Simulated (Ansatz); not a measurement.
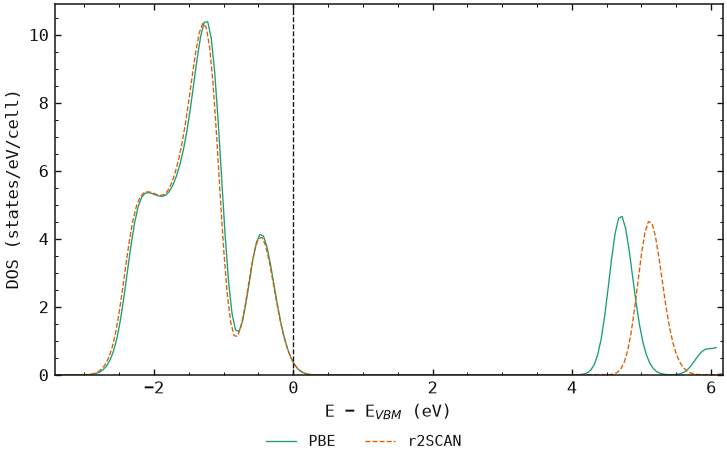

Total densities of states of SrCl₂, space group P1 (No. 1), 3 atoms in the cell, 3R (MoS2) bulk type, shear (xy) strain +3.0%, by two methods on the same cell. The curves are built from the levels of the k mesh with Gaussians 0.3 eV wide, which also blur the band edges. Each is counted from its own valence-band top.

Q: What changes from one method to the other?

A: PBE gives a gap of 4.34 eV and r2SCAN gives a gap of 4.86 eV.

Settings. PBE: DFT, PBE, plane waves, PAW, no spin polarisation, 8×8×8 k mesh, 420 eV cutoff, Fermi-Dirac smearing of 0.02 eV (Ansatz 0.2.0). r2SCAN: DFT, r2SCAN, plane waves, PAW, no spin polarisation, 8×8×8 k mesh, 500 eV cutoff (Ansatz).
